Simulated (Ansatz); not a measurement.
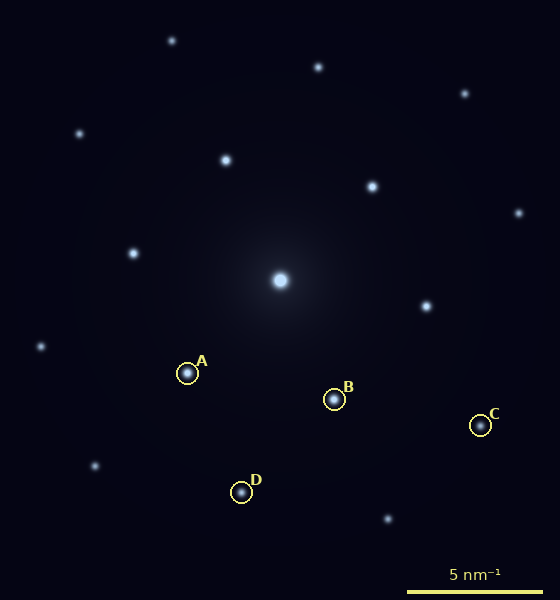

Kinematic zone-axis pattern, calculated for 200 keV electrons with B = 0.5 Å². The zone axis points towards the electron source and the pattern is seen from the source side.

Fe, space group Immm (No. 71), a = 2.420 Å, b = 3.605 Å, c = 7.451 Å. Structure: the end point of a relaxation with DFT PBE, scalar-relativistic, plane waves, PAW in Ansatz; the starting structure was generated, so it need not be a known form of this composition.

```cif
data_structure
_symmetry_space_group_name_H-M 'Immm'
_symmetry_Int_Tables_number 71
_cell_length_a 2.4197
_cell_length_b 3.6054
_cell_length_c 7.4509
_cell_angle_alpha 90.000
_cell_angle_beta 90.000
_cell_angle_gamma 90.000
_cell_volume 65.00
loop_
_atom_site_label
_atom_site_type_symbol
_atom_site_symmetry_multiplicity
_atom_site_Wyckoff_symbol
_atom_site_fract_x
_atom_site_fract_y
_atom_site_fract_z
_atom_site_occupancy
Fe1 Fe 4 i 0.50000 0.50000 0.33397 1
Fe2 Fe 2 c 0.50000 0.50000 0.00000 1
```

Spot A is indexed 0 -1 -3 and spot B 0 1 -3.

Give hkl for C, D.

C = −A + 2B = 0 3 -3 (d = 1.082 Å). D = A + B = 0 0 -6 (d = 1.242 Å).

Find the zone axis.

The cross product of A and B is parallel to [100]; every spot obeys hu + kv + lw = 0.
